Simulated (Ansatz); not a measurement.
PbSe (space group Fmm2, No. 42): the input geometry of an electronic-structure calculation (not necessarily at equilibrium).

```xyz
16
Lattice="6.2363 0.0000 0.0000 0.0000 24.0016 0.0000 0.0000 0.0000 6.2509" Properties=species:S:1:pos:R:3 pbc="T T T"
Pb    0.0000    4.6259    6.2384
Pb    3.1182    7.3749    6.2384
Se    3.1182    4.5464    6.1571
Se    0.0000    7.4544    6.1571
Pb    0.0000   16.6267    3.1129
Pb    3.1182   19.3757    3.1129
Se    3.1182   16.5472    3.0317
Se    0.0000   19.4552    3.0317
Pb    3.1182    4.6259    3.1129
Pb    0.0000    7.3749    3.1129
Se    0.0000    4.5464    3.0317
Se    3.1182    7.4544    3.0317
Pb    3.1182   16.6267    6.2384
Pb    0.0000   19.3757    6.2384
Se    0.0000   16.5472    6.1571
Se    3.1182   19.4552    6.1571
```

Bonds are taken as Pb–Se below 3.6 Å; no other contact counts. The graph is simplified in the usual way: terminal and isolated atoms are pruned, two-connected atoms become edges.

What net does this leave?

The result is a uninodal 5-connected, two-periodic (layers) net: Pb and Se are 5-connected nodes. The layers lie parallel to (010).

```tsv
node	links	point symbol	coordination sequence
Pb and Se	5	4⁸·6²	5 12 20 28 36 44 52 60 68 76
```

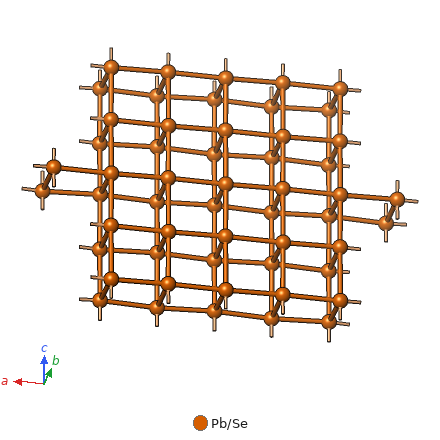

Nodes are coloured by topological kind. One layer is drawn. Edges to nodes outside the piece are drawn as stubs.
